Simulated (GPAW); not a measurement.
**Core-hole calculation of the S K edge in CdS (Greenockite, P6_3mc)**

What does one-electron theory with a core hole give for the S K edge of CdS (Greenockite, P6_3mc)?

Main program and level: GPAW 26.7.0; X-ray absorption from dipole matrix elements to empty bands, plane-wave PAW PBE.

The database entry behind the starting cell differs from later determinations by our own check (about 0.35 % long), so it need not match the best structure at ambient conditions.

### 1. Starting point

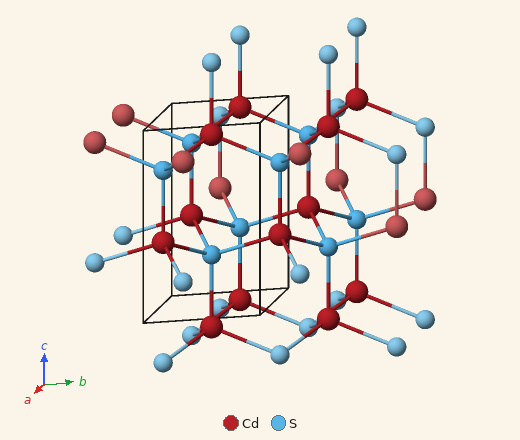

The cell as given, slightly off an axis (cadmium red, sulfur blue). 2×2×1 cells are drawn. Some periodic images of atoms are drawn too.

### 2. Ground state of the crystal

A plain self-consistent run shows whether there is a gap, which decides the set-up of the core-hole run.

scf.py reads:

```python
import numpy as np
from ase import Atoms
from ase.parallel import parprint, paropen
from gpaw import GPAW, PW, FermiDirac, Mixer, MixerDif, setup_paths
from gpaw.test import gen
setup_paths.insert(0, '.')
gen('S', name='nch1s', xcname='PBE', corehole=(1, 0, 0), write_xml=True)
from gpaw.mpi import world
world.barrier()

atoms = Atoms('Cd2S2',
    cell=[[4.15, 0, 0],
     [-2.075, 3.59400543, 0],
     [0, 0, 6.737]],
    scaled_positions=[[0.66666667, 0.33333333, 0.5],
     [0.33333333, 0.66666667, 0],
     [0.66666667, 0.33333333, 0.875],
     [0.33333333, 0.66666667, 0.375]],
    pbc=True)
atoms.calc = calc = GPAW(legacy_gpaw=True, mode=PW(430, force_complex_dtype=True), xc='PBE', setups={2: 'nch1s'},
    kpts={'size': (7, 7, 4), 'gamma': True}, occupations=FermiDirac(0.05),
    charge=0, mixer=Mixer(0.1, 5, 50), maxiter=150,
    convergence={'density': 0.0001, 'eigenstates': 1e-6}, txt='scf.txt')
energy = atoms.get_potential_energy() + calc.get_reference_energy()
ef = calc.get_fermi_level()
out = dict(energy=energy, fermi=ef, forces=atoms.get_forces().tolist())
parprint(f'all-electron energy {energy:.4f} eV, Fermi level {ef:.4f} eV')
ev = np.array([[calc.get_eigenvalues(k, s) for k in range(len(calc.get_ibz_k_points()))] for s in range(calc.get_number_of_spins())])
out['homo'], out['lumo'], out['counts'] = ev[ev < ef].max(), ev[ev > ef].min(), sorted(set((ev < ef).sum((0, 2)).tolist()))
out['filled'] = (ev[:, 0] < ef).sum(1).tolist()
import json
with paropen('out.json', 'w') as f:
    json.dump(out, f)
```

The run is started by

```sh
> OMP_NUM_THREADS=1 mpirun -n 4 gpaw python scf.py
```

Numbers of over 12 decimals in the logs are rounded to 6 here.

Log:

```text
Input parameters:
  convergence: {density: 0.0001,
                eigenstates: 1e-06}
  kpts: {gamma: True,
         size: (7, 7, 4)}
  maxiter: 150
  mixer: {backend: pulay,
          beta: 0.1,
          method: separate,
          nmaxold: 5,
          weight: 50}
  mode: {ecut: 430.0,
         force_complex_dtype: True,
         name: pw}
  occupations: {fixmagmom: False,
                name: fermi-dirac,
                width: 0.05}
  setups: {2: nch1s}
  xc: PBE

Initialize ...

[... PAW data sets ...]

Reference energy: -326061.476770  # eV

Spin-paired calculation

[... convergence settings ...]
Symmetries present (total): 2
  [... symmetry matrices ...]

196 k-points: 7 x 7 x 4 Monkhorst-Pack grid + [0.000000,0.000000,1/8]
60 k-points in the irreducible part of the Brillouin zone
       k-points in crystal coordinates                weights
   0:     0.00000000    0.00000000    0.00000000          1/196
   1:     0.00000000    0.00000000    0.25000000          2/196
   2:     0.00000000    0.00000000    0.50000000          1/196
   3:     0.00000000    0.14285714   -0.25000000          2/196
   4:     0.00000000    0.14285714    0.00000000          2/196
   5:     0.00000000    0.14285714    0.25000000          2/196
   6:     0.00000000    0.14285714    0.50000000          2/196
   7:     0.00000000    0.28571429   -0.25000000          2/196
   8:     0.00000000    0.28571429    0.00000000          2/196
   9:     0.00000000    0.28571429    0.25000000          2/196
          ...
  59:     0.42857143    0.42857143    0.50000000          4/196

Wave functions: Plane wave expansion
  Cutoff energy: 430.000 eV
  Number of coefficients (min, max): 1985, 2052
  Pulay-stress correction: 0.000000 eV/Ang^3 (de/decut=0.000000)
  Using FFTW library
  Wavefunction extrapolation:
    Improved wavefunction reuse through dual PAW basis

Occupation numbers: Fermi-Dirac:
  width: 0.0500  # eV

Eigensolver
   Davidson(niter=2)

Densities:
  Coarse grid: 20*20*35 grid
  Fine grid: 40*40*70 grid
  Total Charge: 0.000000

Density mixing:
  Method: separate
  Backend: pulay
  Linear mixing parameter: 0.1
  old densities: 5
  Width of damping distribution: 1.1
  Damping of long wavelength oscillations: 50

[... Hamiltonian set-up ...]
Number of atoms: 4
Number of atomic orbitals: 26
Number of bands in calculation: 26
Number of valence electrons: 36
Bands to converge: occupied

... initialized

Initializing position-dependent things.

Density initialized from atomic densities
Creating initial wave functions:
  26 bands from LCAO basis set

            S

            Cd
        S

        Cd

Atomic positions and initial magnetic moments

Positions:
   0 Cd     2.075000    1.198002    3.368500    ( 0.0000,  0.0000,  0.0000)
   1 Cd    -0.000000    2.396004    0.000000    ( 0.0000,  0.0000,  0.0000)
   2 S      2.075000    1.198002    5.894875    ( 0.0000,  0.0000,  0.0000)
   3 S     -0.000000    2.396004    2.526375    ( 0.0000,  0.0000,  0.0000)

Unit cell:
           periodic     x           y           z      points  spacing
  1. axis:    yes    4.150000    0.000000    0.000000    20     0.1797
  2. axis:    yes   -2.075000    3.594005    0.000000    20     0.1797
  3. axis:    yes    0.000000    0.000000    6.737000    35     0.1925

  Lengths:   4.150000   4.150000   6.737000
  Angles:   90.000000  90.000000 120.000000

Effective grid spacing dv^(1/3) = 0.1929

iter:   1   -13.567844
iter:   2   -13.152351   -1.91  -1.12
iter:   3   -12.569425   -1.40  -1.20
iter:   4   -12.563590   -3.41  -1.58
iter:   5   -12.568672c  -3.03  -1.62
iter:   6   -12.558661c  -3.81  -2.45
iter:   7   -12.554896c  -3.38  -2.66
iter:   8   -12.554961c  -4.80  -3.15
iter:   9   -12.555033c  -4.63  -3.17
iter:  10   -12.554925c  -5.32  -3.52
iter:  11   -12.554925c  -6.90c -4.33c

Converged after 11 iterations.

Dipole moment: (0.000003, -0.000002, 3.046988) |e|*Ang

Energy contributions relative to reference atoms: (reference = -326061.476770)

Kinetic:        +37.404933
Potential:      -33.871823
External:        +0.000000
XC:             -16.413478
Entropy (-ST):   -0.000000
Local:           +0.325443
SIC:             +0.000000
--------------------------
Free energy:    -12.554925
Extrapolated:   -12.554925

Showing only first 2 kpts
 Kpt  Band  Eigenvalues  Occupancy
  0    16      3.46491    1.99999
  0    17      3.46492    1.99999
  0    18      4.64173    0.00003
  0    19      6.23735    0.00000

  1    16      3.34561    2.00000
  1    17      3.34561    2.00000
  1    18      5.52693    0.00000
  1    19      6.30864    0.00000

Fermi level: 4.08353

Gap: 1.177 eV
Transition (v -> c):
  (s=0, k=0, n=17, [0.00, 0.00, 0.00]) -> (s=0, k=0, n=18, [0.00, 0.00, 0.00])
No difference between direct/indirect transitions

Forces in eV/Ang:
  0 Cd    0.00000    0.00001   -0.06797
  1 Cd    0.00000   -0.00001   -0.06783
  2 S     0.00000    0.00000    0.06612
  3 S     0.00000   -0.00000    0.06602
Scalar-relativistic atomic PBE calculation for S (Sulfur, Z=16)
Core hole in 1s state (1s occupation: 2.0)
450 radial gridpoints.
|------------------------------------------------|
|------------------------------------------------|
[... the atom generator's iteration count ...]

Energy contributions:
-------------------------
Kinetic:     +400.475044
XC:           -25.464799
Potential:   -774.020431
-------------------------
Total:       -399.010186

state      eigenvalue         ekin         rmax
-----------------------------------------------
1s^2.0 :   -88.400017   122.217219        0.063
2s^2.0 :    -7.779192    18.562705        0.388
2p^6.0 :    -5.751522    17.633089        0.326
3s^2.0 :    -0.634076     2.729428        1.412
3p^4.0 :    -0.257545     1.914451        1.605
-----------------------------------------------
(units: Bohr and Hartree)

Generating PAW setup
Kinetic energy of the core from tauc = 388.453022
Cutoffs:
rc(s)=1.840
rc(p)=1.850
rc(d)=1.700
rc(vbar)=1.720
rc(comp)=1.430
rc(nct)=1.850

Kinetic energy of the core states: 387.358382
Charge: 0.0
Core electrons: 10.0
Valence electrons: 6.0
Pseudo-core charge: 0.058697
Shape function alpha=4.890
Pseudo-electron charge 6.443685
state    eigenvalue         norm
--------------------------------
3s(2) :    -0.634076     1.192540
*s    :     0.365924
3p(4) :    -0.257545     0.999977
*p    :     0.742455
*d    :     0.000000
--------------------------------

Diagonalizing with gridspacing h=0.050

state   all-electron     PAW
-------------------------------
3s:      -0.634076    -0.634693
3p:      -0.257545    -0.257957
*d:                    0.042231
*f:                    0.074234
-------------------------------
all-electron energy -326074.0317 eV, Fermi level 4.0835 eV
```

The job ended after 12 s (4 MPI ranks of Intel Xeon Platinum 8488C (Sapphire Rapids), shared host; peak memory 0.2 GiB; 45 s of CPU time).

The mesh shows a gap of 1.18 eV, so the hole is first treated in a charged cell, without the excited electron.

### 3. Spectrum without a core hole, S atom 3

This cheap baseline ignores the attraction of the hole: it shows the absorber's empty states as they are in the ground state. The data set with a hole of occupation 0 only carries the core orbital.

The absorber has 1 Cd at 2.53 Å and 3 Cd at 2.54 Å (tetrahedral, site symmetry 3m).

xas.py reads:

```python
import numpy as np
from ase import Atoms
from ase.parallel import parprint, paropen
from gpaw import GPAW, PW, FermiDirac, Mixer, MixerDif, setup_paths
from gpaw.test import gen
setup_paths.insert(0, '.')
gen('S', name='nch1s', xcname='PBE', corehole=(1, 0, 0), write_xml=True)
from gpaw.mpi import world
world.barrier()

atoms = Atoms('Cd2S2',
    cell=[[4.15, 0, 0],
     [-2.075, 3.59400543, 0],
     [0, 0, 6.737]],
    scaled_positions=[[0.66666667, 0.33333333, 0.5],
     [0.33333333, 0.66666667, 0],
     [0.66666667, 0.33333333, 0.875],
     [0.33333333, 0.66666667, 0.375]],
    pbc=True)
atoms.calc = calc = GPAW(legacy_gpaw=True, mode=PW(430, force_complex_dtype=True), xc='PBE', setups={2: 'nch1s'},
    kpts={'size': (7, 7, 4), 'gamma': True}, occupations=FermiDirac(0.02),
    charge=0, mixer=Mixer(0.1, 5, 50), maxiter=150,
    convergence={'density': 0.0001, 'eigenstates': 1e-6}, txt='scf.txt')
energy = atoms.get_potential_energy() + calc.get_reference_energy()
ef = calc.get_fermi_level()
out = dict(energy=energy, fermi=ef, forces=atoms.get_forces().tolist())
parprint(f'all-electron energy {energy:.4f} eV, Fermi level {ef:.4f} eV')
ev = np.array([[calc.get_eigenvalues(k, s) for k in range(len(calc.get_ibz_k_points()))] for s in range(calc.get_number_of_spins())])
out['homo'], out['lumo'], out['counts'] = ev[ev < ef].max(), ev[ev > ef].min(), sorted(set((ev < ef).sum((0, 2)).tolist()))
out['filled'] = (ev[:, 0] < ef).sum(1).tolist()

from ase.units import Ha
from gpaw.xas import dipole_matrix_elements
nb = int(calc.get_number_of_electrons() / 2) + 63
top, nb = nb, nb + 8 + nb // 12
nscf = calc.fixed_density(kpts={'size': (6, 6, 4), 'gamma': True}, nbands=nb,
    convergence={'bands': top, 'eigenstates': 5e-3}, maxiter=60, txt='nscf.txt')
cell = atoms.cell.array
ops = [cell.T @ U.T @ np.linalg.inv(cell.T) for U in nscf.wfs.kd.symmetry.op_scc]
filled = [18]  # bands filled in the ground state, by spin
E = np.arange(-25, 34, 0.1)
fwhm = np.interp(E, [4, 25], [0.9, 3.5])
Y, X, zero, highest = 0, 0, 1e9, 1e9
for spin in range(nscf.get_number_of_spins()):
    wfs = nscf.wfs
    mine = wfs.bd.get_slice()  # this rank's bands
    A = dipole_matrix_elements(wfs.setups[2])
    eps = np.zeros((wfs.kd.nibzkpts, nb))
    d = np.zeros((3, A.shape[1], wfs.kd.nibzkpts, nb), complex)
    for kpt in wfs.kpt_u:
        if kpt.s == spin and 2 in kpt.P_ani:
            eps[kpt.k, mine] = kpt.eps_n * Ha
            d[:, :, kpt.k, mine] = (kpt.weight * wfs.nspins / 2) ** 0.5 * np.inner(A, kpt.P_ani[2])
    world.sum(eps)
    world.sum(d)
    T = np.einsum('amkn,bmkn->abkn', d, d.conj()).real
    T = sum(np.einsum('ai,ijkn,bj->abkn', R, T, R) for R in ops) / len(ops)
    empty = np.ones_like(eps, bool) & (np.arange(nb) >= filled[spin])
    zero, highest = min(zero, eps[empty].min()), min(highest, eps[:, top - 1].min())
    lines = [(eps, T, empty)] if spin == 0 else lines + [(eps, T, empty)]
for eps, T, empty in lines:
    f = np.einsum('aakn->akn', T).reshape(3, -1)
    x = eps.ravel() - zero
    w = np.interp(x, E, fwhm) / 2.35482
    g = np.exp(-0.5 * ((E[:, None] - x) / w) ** 2) / (w * (2 * np.pi) ** 0.5)
    Y = Y + (f * empty.ravel()) @ g.T
    X = X + (f * ~empty.ravel()) @ g.T
out.update(E=E.round(2).tolist(), xas=Y.tolist(), xes=X.tolist(), zero=zero, valid=highest - zero, nk=len(eps), nb=nb)
for i in range(0, len(E), 10):
    parprint(f'{E[i]:7.2f}', *(f'{v:10.3e}' for v in Y[:, i]))
import json
with paropen('out.json', 'w') as f:
    json.dump(out, f)
```

The run is started by

```sh
> OMP_NUM_THREADS=1 mpirun -n 4 gpaw python xas.py
```

Log:

```text
Input parameters:
  convergence: {density: 0.0001,
                eigenstates: 1e-06}
  kpts: {gamma: True,
         size: (7, 7, 4)}
  maxiter: 150
  mixer: {backend: pulay,
          beta: 0.1,
          method: separate,
          nmaxold: 5,
          weight: 50}
  mode: {ecut: 430.0,
         force_complex_dtype: True,
         name: pw}
  occupations: {fixmagmom: False,
                name: fermi-dirac,
[...]
*p    :     0.742455
*d    :     0.000000
--------------------------------

Diagonalizing with gridspacing h=0.050

state   all-electron     PAW
-------------------------------
3s:      -0.634076    -0.634693
3p:      -0.257545    -0.257957
*d:                    0.042231
*f:                    0.074234
-------------------------------
all-electron energy -326074.0317 eV, Fermi level 3.9186 eV
[...]
32.00  3.068e-06  3.068e-06  2.857e-06
  33.00  2.852e-06  2.852e-06  2.627e-06
[key lines of the parts left out:]
Converged after 11 iterations.
Dipole moment: (0.000003, -0.000002, 3.046988) |e|*Ang
Free energy:    -12.554925
Fermi level: 3.91857
```

Wall time 28 s (4 MPI ranks); peak memory 0.3 GiB; 1.8 min of CPU time.

The S K spectrum, S atom 3, no core hole (energy from the lowest empty level; intensity scaled to a mean of 1 over the first 20 eV; polarised curves are means over the symmetry-equivalent atoms):

```tsv
E (eV)	isotropic	ε ⊥ c	ε ∥ c
-2.0	0.00	0.00	0.00
-0.5	0.00	0.00	0.00
1.0	0.14	0.14	0.14
2.5	1.31	1.29	1.34
4.0	1.63	1.63	1.62
5.5	1.57	1.59	1.52
7.0	1.70	1.59	1.92
8.5	0.87	1.01	0.60
10.0	0.65	0.59	0.77
11.5	0.64	0.60	0.73
13.0	0.98	0.94	1.06
14.5	1.23	1.31	1.08
16.0	1.00	0.98	1.04
17.5	0.79	0.76	0.86
19.0	0.69	0.72	0.63
20.5	0.62	0.65	0.55
22.0	0.74	0.73	0.75
23.5	0.95	0.93	0.98
25.0	1.09	1.10	1.06
26.5	1.09	1.09	1.08
28.0	1.01	0.96	1.10
29.5	1.03	1.00	1.10
31.0	1.08	1.09	1.04
```

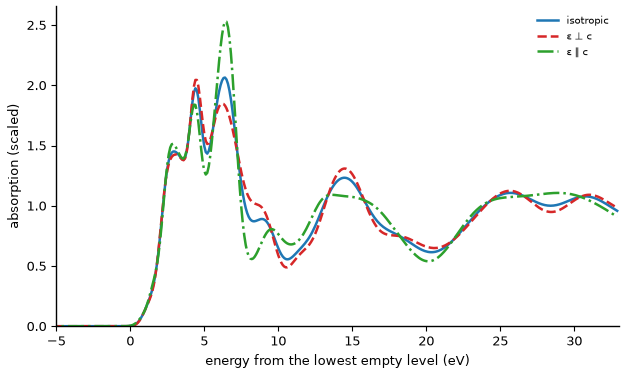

The S K edge, S atom 3, no core hole: main maxima at 3.0, 4.4 and 6.4 eV.

Main maxima below 24 eV (height): 3.0 eV (1.45), 4.4 eV (1.98), 6.4 eV (2.06) and 14.5 eV (1.23). A K edge sees empty p states on the absorber.

The same matrix elements for filled bands give the S K emission of S atom 3 (ground-state approximation; energy from the lowest empty level, largest value 1):

```tsv
E (eV)	emission
-24.0	0.00
-22.5	0.00
-21.0	0.00
-19.5	0.00
-18.0	0.00
-16.5	0.00
-15.0	0.00
-13.5	0.00
-12.0	0.00
-10.5	0.00
-9.0	0.08
-7.5	0.01
-6.0	0.02
-4.5	0.27
-3.0	0.67
-1.5	0.44
0.0	0.00
1.5	0.00
3.0	0.00
```

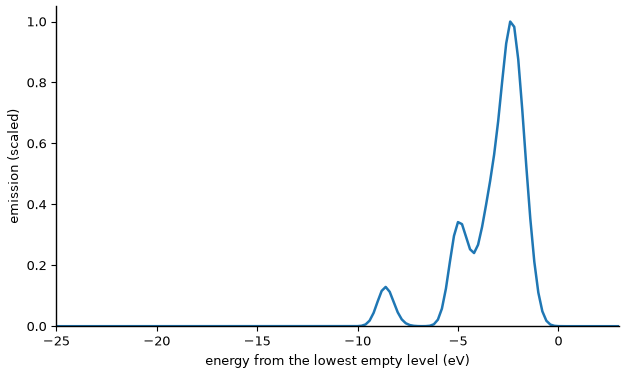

X-ray emission from the filled bands.

Emission maxima: -8.6 eV (0.13), -5.0 eV (0.34) and -2.4 eV (1.00).

### 4. Reference energy of the supercell

The photon energy needs a difference of total energies, so the cell and mesh of the coming hole run are first run without a hole.

Edit scf.py of step 2 so:

```diff
@@ -10,13 +10,21 @@
 
-atoms = Atoms('Cd2S2',
-    cell=[[4.15, 0, 0],
-     [-2.075, 3.59400543, 0],
-     [0, 0, 6.737]],
-    scaled_positions=[[0.66666667, 0.33333333, 0.5],
+atoms = Atoms('Cd6S6',
+    cell=[[0, -7.18801085, 0],
+     [6.225, -3.59400543, 0],
+     [-2.075, 3.59400543, 6.737]],
+    scaled_positions=[[0.83333333, 0.5, 0.5],
+     [0.16666667, 0.83333333, 0.5],
+     [0.5, 0.16666667, 0.5],
+     [0.66666667, 0, 0],
+     [0, 0.33333333, 0],
      [0.33333333, 0.66666667, 0],
-     [0.66666667, 0.33333333, 0.875],
-     [0.33333333, 0.66666667, 0.375]],
+     [0.95833333, 0.625, 0.875],
+     [0.29166667, 0.95833333, 0.875],
+     [0.625, 0.29166667, 0.875],
+     [0.79166667, 0.125, 0.375],
+     [0.125, 0.45833333, 0.375],
+     [0.45833333, 0.79166667, 0.375]],
     pbc=True)
-atoms.calc = calc = GPAW(legacy_gpaw=True, mode=PW(430, force_complex_dtype=True), xc='PBE', setups={2: 'nch1s'},
-    kpts={'size': (7, 7, 4), 'gamma': True}, occupations=FermiDirac(0.05),
+atoms.calc = calc = GPAW(legacy_gpaw=True, mode=PW(430, force_complex_dtype=True), xc='PBE', setups={6: 'nch1s'},
+    kpts={'size': (3, 3, 3), 'gamma': True}, occupations=FermiDirac(0.02),
     charge=0, mixer=Mixer(0.1, 5, 50), maxiter=150,
```

The run is started by

```sh
> OMP_NUM_THREADS=1 mpirun -n 4 gpaw python scf.py
```

Log:

```text
Input parameters:
  convergence: {density: 0.0001,
                eigenstates: 1e-06}
  kpts: {gamma: True,
         size: (3, 3, 3)}
  maxiter: 150
  mixer: {backend: pulay,
          beta: 0.1,
          method: separate,
          nmaxold: 5,
          weight: 50}
  mode: {ecut: 430.0,
         force_complex_dtype: True,
         name: pw}
  occupations: {fixmagmom: False,
                name: fermi-dirac,
[...]
3s(2) :    -0.634076     1.192540
*s    :     0.365924
3p(4) :    -0.257545     0.999977
*p    :     0.742455
*d    :     0.000000
--------------------------------

Diagonalizing with gridspacing h=0.050

state   all-electron     PAW
-------------------------------
3s:      -0.634076    -0.634693
3p:      -0.257545    -0.257957
*d:                    0.042231
*f:                    0.074234
-------------------------------
all-electron energy -978222.0879 eV, Fermi level 3.9186 eV
[key lines of the parts left out:]
Converged after 11 iterations.
Dipole moment: (4.481252, -7.761760, 9.138829) |e|*Ang
Free energy:    -37.658217
Fermi level: 3.91855
```

It took 31 s on 4 MPI ranks; peak memory 0.31 GiB.

Reference energy: -978222.088 eV with the cores included.

(Continued in part 2 of 2.)

[Banner, clock and machine lines of the logs are left out without a mark of their own.]

[Logs are printed without paths, hosts, clocks, repeated set-up lines and the standing remarks that a program may print on its own settings, such as how far it seeks lower states.]

[Hosts, paths, dates, database ids (printed as entryN), source tags and the programs' standing remarks are cut or masked in the printed files.]

[Lists of maxima count a maximum above −3 eV only where it reaches 4 % of the highest in the window and stands out from its surroundings by 2 % of it (1.5 % where it reaches 55 %); shoulders and weaker maxima are passed over, and of the rest the first, up to two pre-edge ones and the few strongest are named.]
